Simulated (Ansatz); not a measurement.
# Run report: SiO2, geometry relaxation (part 1 of 3)

- system: SiO2 (I-42d, 6 atoms in the cell)
- method: DFT PBE, scalar-relativistic, plane waves, PAW, no spin polarisation (Ansatz 0.2.0)

The structure derives from an entry of the Crystallography Open Database. Figures and captions count atoms from 1; the log counts them from 0 in places.

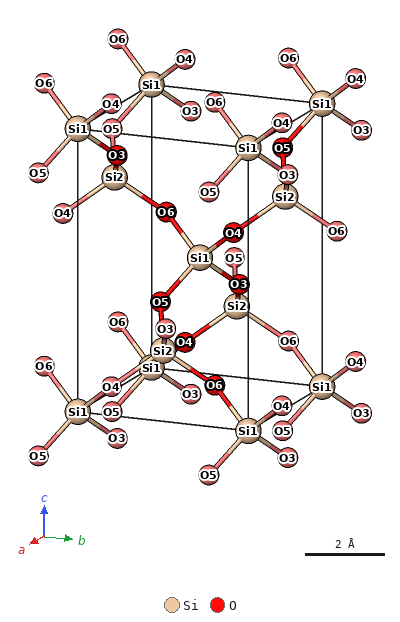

**Figure 1.** The starting structure (ball-and-stick view of the cell 2 times as large as that of the calculation, set on its symmetry axes, seen slightly off an axis; neighbours outside the cell are drawn fainter; atoms are numbered from 1 in the order of the input). An atom can appear more than once, as a periodic image.

Input:
```yaml
crystal:
  lattice:
    - [-2.37405, 2.37405, 3.744]
    - [2.37405, -2.37405, 3.744]
    - [2.37405, 2.37405, -3.744]
  atoms:
    - { symbol: Si, position: [0.0, 0.0, 0.0] }
    - { symbol: Si, position: [0.75, 0.25, 0.5] }
    - { symbol: O, position: [0.99838, 0.625, 0.87338] }
    - { symbol: O, position: [0.375, 0.24838, 0.37338] }
    - { symbol: O, position: [0.75162, 0.125, 0.12662] }
    - { symbol: O, position: [0.875, 0.00162, 0.62662] }
basis:
  ecutwfc: 420
kpoints:
  mp_grid: { grid: [8, 8, 8] }
hamiltonian:
  xc: pbe
scf:
  occupations: { method: gaussian, width: 0.02 }
output:
  forces: true
  stress: true
  eigenvalues: true
  write_density: true
  write_potential: true
  elf: true
  volumetric_format: npy
relax:
  adjacent_minimum: "off"
  f_tol: 0.005
  max_steps: 80
  cell: { stress_tol: 0.05 }
```

Run on 4 threads of Arm Neoverse V2, 24 GiB of memory available, shared host.

Launched with:
```bash
ansatz run input.yaml --threads 4 --pin off --max-ram 12288MiB --backend cpu --events-out ev --progress --plain --runs-dir out
```

The program's output:
```
Engine: ansatz 0.2.0, aarch64-unknown-linux-gnu
Pseudopotentials: kind: paw
Pseudopotential: Si, paw, valence charge 4, recommended cutoff 420 eV (normal), Si.paw.azcp
Pseudopotential: O, paw, valence charge 6, recommended cutoff 420 eV (normal), O.paw.azcp
Functional definition: PBE
  parameter kappa = 0.804
  parameter beta = 0.06672455060314922
  exchange = pbe_x(kappa = kappa, mu = beta*pi^2/3)
  correlation = pbe_c(beta = beta)
Crystal: 6 atoms, lattice volume = 84.406 Å³
Basis set: ecut = 420 eV, 1637 PW (Γ), exchange–correlation on 72×72×72 points (8 copies of the dense FFT grid, shifted against one another)
Bands: 22, of which v1, the nominal top of the filled ones, is band 16 counted from 1 (15 counted from 0)
Symmetry: 8 space group operations
Space group: I-42d (ITA 122), of the structure as read, at distance tolerance 4.4e-5 Å
k-points: 59 of 512 (time reversal used)
Non-local potential: Si, projectors of the file, l = 0: 2, l = 1: 2, l = 2: 2
Non-local potential: O, projectors of the file, l = 0: 2, l = 1: 2, l = 2: 1
PAW form: soft (Blöchl's): semilocal exchange-correlation on the pseudo side does not see the compensation charge
PAW one-centre angular grid: Si, 110 points (default); XC on 64 Gauss nodes
PAW one-centre angular grid: O, 110 points (default); XC on 64 Gauss nodes
Initial density: superposition of atomic densities (neutral atoms: chi_scale 0, normalization atom), corrected by the library's trained network
Initial wavefunctions: pseudopotential atomic-orbital guess
Functional: x = pbe(κ = 0.804, μ = 0.2195149727645171), c = pbe(β = 0.06672455060314922)
SCF iter   1: F=—  HF=-3548.121442 eV  |F-HF|=—  |Δ(HF+E_count)|=         —  Δρ=1.00e-3  dr2=2.25e-4  ethr=1.77e-3  ⟨swp⟩=7.0  Hψ=7718  notcnv=0
preconditioner: auto → none  [insulator: Δε(μ)=6.044 eV  Ē_g=16.703 eV  σ=0.020 eV  W_gap=1.00  n_scr=14 (ndim 8)  ℏωp=22.9 eV  f_vac=0.207  D(μ)=0.00/eV (n_scr^D=0)  ε∞_Penn≈2.9]
SCF iter   2: F=—  HF=-3548.124061 eV  |F-HF|=—  |Δ(HF+E_count)|=   2.62e-3  Δρ=5.77e-4  dr2=9.36e-5  ethr=7.04e-7  ⟨swp⟩=3.0  Hψ=3420  notcnv=0  defer=111
SCF iter   3: F=—  HF=-3548.124451 eV  |F-HF|=—  |Δ(HF+E_count)|=   3.89e-4  Δρ=2.38e-4  dr2=1.72e-5  ethr=2.93e-7  ⟨swp⟩=2.0  Hψ=1953  notcnv=0  defer=111
SCF iter   4: F=—  HF=-3548.124539 eV  |F-HF|=—  |Δ(HF+E_count)|=   8.82e-5  Δρ=6.84e-5  dr2=2.35e-6  ethr=5.39e-8  ⟨swp⟩=2.0  Hψ=2131  notcnv=0  defer=111
SCF iter   5: F=—  HF=-3548.124538 eV  |F-HF|=—  |Δ(HF+E_count)|=   4.10e-7  Δρ=2.64e-5  dr2=2.62e-7  ethr=7.36e-9  ⟨swp⟩=2.0  Hψ=1895  notcnv=0  defer=111
SCF iter   6: F=-3548.124538 eV  HF=-3548.124538 eV  |F-HF|=3.33e-9  |Δ(HF+E_count)|=   1.85e-8  Δρ=2.50e-6  dr2=1.91e-9  ethr=3.13e-10  ⟨swp⟩=13.7  Hψ=9635  notcnv=0
SCF 1 converged in 6 iterations: F = -3548.124538 eV  dr2 = 1.91e-9
  greatest PAW one-centre occupation: 0.863 electrons in one spin orbital (limit 2), on the O atom at site 5 (counted from 0), in its partial waves of l = 0
relax step   1: F+E_penalty+E_count = -3548.12453838 eV  Δ(F+E_penalty+E_count) = +0.000e0 eV  max|allowed force component| = 1.307e-1 eV/Å  Δτ_max = 0.0000 Å  P = +3.525 GPa  Ω = 84.406 Å³  (6 SCF iters, dr2 threshold 1.00e-7 eV, accepted)
Crystal: 6 atoms, lattice volume = 85.919 Å³
Basis set: ecut = 420 eV, 1657 PW (Γ), exchange–correlation on 72×72×72 points (8 copies of the dense FFT grid, shifted against one another)
Initial density: handed on by an earlier stage of this run
Initial wavefunctions: those handed on with the density
iter 1 solved again at ethr=2.22e-5 eV; its pass at ethr=3.10e-3 eV (dr2=7.11e-3 eV) is discarded
SCF iter   1: F=—  HF=-3548.149767 eV  |F-HF|=—  |Δ(HF+E_count)|=         —  Δρ=3.14e-3  dr2=7.18e-3  ethr=2.22e-5  ⟨swp⟩=2.6  Hψ=8241  notcnv=0
preconditioner: auto → none  [insulator: Δε(μ)=5.943 eV  Ē_g=16.578 eV  σ=0.020 eV  W_gap=1.00  n_scr=14 (ndim 8)  ℏωp=22.7 eV  f_vac=0.218  D(μ)=0.00/eV (n_scr^D=0)  ε∞_Penn≈2.9]
SCF iter   2: F=—  HF=-3548.148167 eV  |F-HF|=—  |Δ(HF+E_count)|=   1.60e-3  Δρ=1.67e-3  dr2=1.01e-3  ethr=2.22e-5  ⟨swp⟩=2.0  Hψ=2376  notcnv=0
SCF iter   3: F=—  HF=-3548.147974 eV  |F-HF|=—  |Δ(HF+E_count)|=   1.93e-4  Δρ=6.24e-4  dr2=1.68e-4  ethr=3.15e-6  ⟨swp⟩=2.0  Hψ=2007  notcnv=0
SCF iter   4: F=—  HF=-3548.147966 eV  |F-HF|=—  |Δ(HF+E_count)|=   8.15e-6  Δρ=1.97e-4  dr2=1.79e-5  ethr=5.24e-7  ⟨swp⟩=1.0  Hψ=1298  notcnv=0
SCF iter   5: F=-3548.147969 eV  HF=-3548.147968 eV  |F-HF|=1.19e-7  |Δ(HF+E_count)|=   2.11e-6  Δρ=3.12e-5  dr2=3.91e-7  ethr=1.87e-9  ⟨swp⟩=8.3  Hψ=10518  notcnv=0
SCF 2 converged in 5 iterations: F = -3548.147969 eV  dr2 = 3.91e-7
  greatest PAW one-centre occupation: 0.862 electrons in one spin orbital (limit 2), on the O atom at site 2 (counted from 0), in its partial waves of l = 0
relax step   2: F+E_penalty+E_count = -3548.14796855 eV  Δ(F+E_penalty+E_count) = -2.343e-2 eV  max|allowed force component| = 7.838e-3 eV/Å  Δτ_max = 0.0133 Å  P = +1.681 GPa  Ω = 85.919 Å³  energy of the carried Pulay correction = -5.120e-3 eV  (5 SCF iters, dr2 threshold 6.00e-7 eV, accepted)
Crystal: 6 atoms, lattice volume = 88.865 Å³
Basis set: ecut = 420 eV, 1761 PW (Γ), exchange–correlation on 72×72×72 points (8 copies of the dense FFT grid, shifted against one another)
iter 1 solved again at ethr=8.43e-5 eV; its pass at ethr=3.10e-3 eV (dr2=2.70e-2 eV) is discarded
SCF iter   1: F=—  HF=-3548.169024 eV  |F-HF|=—  |Δ(HF+E_count)|=         —  Δρ=6.36e-3  dr2=2.71e-2  ethr=8.43e-5  ⟨swp⟩=2.5  Hψ=8305  notcnv=0
preconditioner: auto → none  [insulator: Δε(μ)=5.816 eV  Ē_g=16.428 eV  σ=0.020 eV  W_gap=1.00  n_scr=14 (ndim 8)  ℏωp=22.3 eV  f_vac=0.239  D(μ)=0.00/eV (n_scr^D=0)  ε∞_Penn≈2.8]
SCF iter   2: F=—  HF=-3548.163735 eV  |F-HF|=—  |Δ(HF+E_count)|=   5.29e-3  Δρ=3.39e-3  dr2=4.08e-3  ethr=8.43e-5  ⟨swp⟩=2.1  Hψ=2363  notcnv=0
SCF iter   3: F=—  HF=-3548.163355 eV  |F-HF|=—  |Δ(HF+E_count)|=   3.80e-4  Δρ=1.32e-3  dr2=8.18e-4  ethr=1.27e-5  ⟨swp⟩=2.0  Hψ=2360  notcnv=0
SCF iter   4: F=—  HF=-3548.163382 eV  |F-HF|=—  |Δ(HF+E_count)|=   2.70e-5  Δρ=2.05e-4  dr2=1.06e-5  ethr=2.56e-6  ⟨swp⟩=2.7  Hψ=2342  notcnv=0
SCF iter   5: F=—  HF=-3548.163399 eV  |F-HF|=—  |Δ(HF+E_count)|=   1.71e-5  Δρ=2.89e-5  dr2=2.15e-7  ethr=1.87e-9  ⟨swp⟩=8.9  Hψ=10693  notcnv=0
SCF iter   6: F=-3548.163399 eV  HF=-3548.163399 eV  |F-HF|=3.93e-9  |Δ(HF+E_count)|=   2.41e-7  Δρ=3.17e-6  dr2=2.64e-9  ethr=6.73e-10  ⟨swp⟩=6.3  Hψ=8545  notcnv=0
SCF 3 converged in 6 iterations: F = -3548.163399 eV  dr2 = 2.64e-9
  greatest PAW one-centre occupation: 0.862 electrons in one spin orbital (limit 2), on the O atom at site 5 (counted from 0), in its partial waves of l = 0
relax step   3: F+E_penalty+E_count = -3548.16339939 eV  Δ(F+E_penalty+E_count) = -1.543e-2 eV  max|allowed force component| = 1.233e-1 eV/Å  Δτ_max = 0.0377 Å  P = -0.706 GPa  Ω = 88.865 Å³  energy of the carried Pulay correction = -1.484e-2 eV  (6 SCF iters, dr2 threshold 6.00e-7 eV, accepted)
Crystal: 6 atoms, lattice volume = 89.602 Å³
iter 1 solved again at ethr=2.27e-5 eV; its pass at ethr=3.10e-3 eV (dr2=7.28e-3 eV) is discarded
SCF iter   1: F=—  HF=-3548.169276 eV  |F-HF|=—  |Δ(HF+E_count)|=         —  Δρ=3.57e-3  dr2=7.48e-3  ethr=2.27e-5  ⟨swp⟩=2.6  Hψ=8021  notcnv=0
preconditioner: auto → none  [insulator: Δε(μ)=5.862 eV  Ē_g=16.508 eV  σ=0.020 eV  W_gap=1.00  n_scr=14 (ndim 8)  ℏωp=22.2 eV  f_vac=0.239  D(μ)=0.00/eV (n_scr^D=0)  ε∞_Penn≈2.8]
SCF iter   2: F=—  HF=-3548.166790 eV  |F-HF|=—  |Δ(HF+E_count)|=   2.49e-3  Δρ=1.49e-3  dr2=8.25e-4  ethr=2.27e-5  ⟨swp⟩=2.7  Hψ=2309  notcnv=0
SCF iter   3: F=—  HF=-3548.166695 eV  |F-HF|=—  |Δ(HF+E_count)|=   9.43e-5  Δρ=3.89e-4  dr2=3.87e-5  ethr=2.58e-6  ⟨swp⟩=2.8  Hψ=2126  notcnv=0
SCF iter   4: F=—  HF=-3548.166728 eV  |F-HF|=—  |Δ(HF+E_count)|=   3.25e-5  Δρ=1.70e-4  dr2=1.74e-5  ethr=1.21e-7  ⟨swp⟩=2.0  Hψ=2173  notcnv=0
SCF iter   5: F=-3548.166723 eV  HF=-3548.166723 eV  |F-HF|=4.00e-8  |Δ(HF+E_count)|=   4.58e-6  Δρ=1.62e-5  dr2=6.21e-8  ethr=1.87e-9  ⟨swp⟩=8.9  Hψ=10606  notcnv=0
SCF 4 converged in 5 iterations: F = -3548.166723 eV  dr2 = 6.21e-8
relax step   4: F+E_penalty+E_count = -3548.16672333 eV  Δ(F+E_penalty+E_count) = -3.324e-3 eV  max|allowed force component| = 3.354e-2 eV/Å  Δτ_max = 0.0253 Å  P = +0.012 GPa  Ω = 89.602 Å³  energy of the carried Pulay correction = -1.721e-2 eV  (5 SCF iters, dr2 threshold 6.00e-7 eV, accepted)
Crystal: 6 atoms, lattice volume = 90.314 Å³
Basis set: ecut = 420 eV, 1785 PW (Γ), exchange–correlation on 72×72×72 points (8 copies of the dense FFT grid, shifted against one another)
iter 1 solved again at ethr=8.24e-6 eV; its pass at ethr=3.10e-3 eV (dr2=2.64e-3 eV) is discarded
SCF iter   1: F=—  HF=-3548.166831 eV  |F-HF|=—  |Δ(HF+E_count)|=         —  Δρ=2.22e-3  dr2=2.98e-3  ethr=8.24e-6  ⟨swp⟩=2.8  Hψ=7877  notcnv=0
preconditioner: auto → none  [insulator: Δε(μ)=5.826 eV  Ē_g=16.495 eV  σ=0.020 eV  W_gap=1.00  n_scr=14 (ndim 8)  ℏωp=22.1 eV  f_vac=0.245  D(μ)=0.00/eV (n_scr^D=0)  ε∞_Penn≈2.8]
SCF iter   2: F=—  HF=-3548.165938 eV  |F-HF|=—  |Δ(HF+E_count)|=   8.93e-4  Δρ=1.02e-3  dr2=3.62e-4  ethr=8.24e-6  ⟨swp⟩=2.3  Hψ=2038  notcnv=0
SCF iter   3: F=—  HF=-3548.165905 eV  |F-HF|=—  |Δ(HF+E_count)|=   3.34e-5  Δρ=3.16e-4  dr2=5.16e-5  ethr=1.13e-6  ⟨swp⟩=2.9  Hψ=2174  notcnv=0
SCF iter   4: F=—  HF=-3548.165929 eV  |F-HF|=—  |Δ(HF+E_count)|=   2.43e-5  Δρ=1.14e-4  dr2=3.66e-6  ethr=1.61e-7  ⟨swp⟩=2.0  Hψ=2006  notcnv=0
SCF iter   5: F=-3548.165929 eV  HF=-3548.165929 eV  |F-HF|=1.85e-8  |Δ(HF+E_count)|=   1.40e-7  Δρ=1.86e-5  dr2=9.24e-8  ethr=5.84e-10  ⟨swp⟩=8.3  Hψ=9905  notcnv=0
SCF 5 converged in 5 iterations: F = -3548.165929 eV  dr2 = 9.24e-8
  greatest PAW one-centre occupation: 0.861 electrons in one spin orbital (limit 2), on the O atom at site 5 (counted from 0), in its partial waves of l = 0
relax step   5: F+E_penalty+E_count = -3548.16592903 eV  Δ(F+E_penalty+E_count) = +7.943e-4 eV  max|allowed force component| = 6.249e-3 eV/Å  Δτ_max = 0.0158 Å  P = -0.022 GPa  Ω = 90.314 Å³  energy of the carried Pulay correction = -1.950e-2 eV  (5 SCF iters, dr2 threshold 1.87e-7 eV, accepted)
Crystal: 6 atoms, lattice volume = 90.406 Å³
Basis set: ecut = 420 eV, 1793 PW (Γ), exchange–correlation on 72×72×72 points (8 copies of the dense FFT grid, shifted against one another)
iter 1 solved again at ethr=1.91e-7 eV; its pass at ethr=3.10e-3 eV (dr2=6.10e-5 eV) is discarded
SCF iter   1: F=—  HF=-3548.165659 eV  |F-HF|=—  |Δ(HF+E_count)|=         —  Δρ=3.51e-4  dr2=7.12e-5  ethr=1.91e-7  ⟨swp⟩=2.7  Hψ=7354  notcnv=0
preconditioner: auto → none  [insulator: Δε(μ)=5.826 eV  Ē_g=16.497 eV  σ=0.020 eV  W_gap=1.00  n_scr=14 (ndim 8)  ℏωp=22.1 eV  f_vac=0.244  D(μ)=0.00/eV (n_scr^D=0)  ε∞_Penn≈2.8]
SCF iter   2: F=—  HF=-3548.165672 eV  |F-HF|=—  |Δ(HF+E_count)|=   1.30e-5  Δρ=1.57e-4  dr2=8.72e-6  ethr=1.91e-7  ⟨swp⟩=2.8  Hψ=2330  notcnv=0
SCF iter   3: F=—  HF=-3548.165672 eV  |F-HF|=—  |Δ(HF+E_count)|=   6.78e-7  Δρ=3.51e-5  dr2=4.42e-7  ethr=2.72e-8  ⟨swp⟩=2.1  Hψ=2153  notcnv=0
SCF iter   4: F=—  HF=-3548.165672 eV  |F-HF|=—  |Δ(HF+E_count)|=   3.69e-8  Δρ=1.79e-5  dr2=1.76e-7  ethr=1.38e-9  ⟨swp⟩=2.0  Hψ=2176  notcnv=0
SCF iter   5: F=-3548.165672 eV  HF=-3548.165672 eV  |F-HF|=4.74e-10  |Δ(HF+E_count)|=   4.88e-8  Δρ=1.77e-6  dr2=7.44e-10  ethr=7.63e-12  ⟨swp⟩=6.6  Hψ=8422  notcnv=0
SCF 6 converged in 5 iterations: F = -3548.165672 eV  dr2 = 7.44e-10
relax step   6: F+E_penalty+E_count = -3548.16567235 eV  Δ(F+E_penalty+E_count) = +2.567e-4 eV  max|allowed force component| = 2.097e-4 eV/Å  Δτ_max = 0.0024 Å  P = +0.001 GPa  Ω = 90.406 Å³  energy of the carried Pulay correction = -1.979e-2 eV  (5 SCF iters, dr2 threshold 2.44e-9 eV, accepted)
Initial wavefunctions: pseudopotential atomic-orbital guess (no wavefunctions were taken with the density)
iter 1 solved again at ethr=5.68e-7 eV; its pass at ethr=3.10e-3 eV (dr2=1.82e-4 eV) is discarded
```
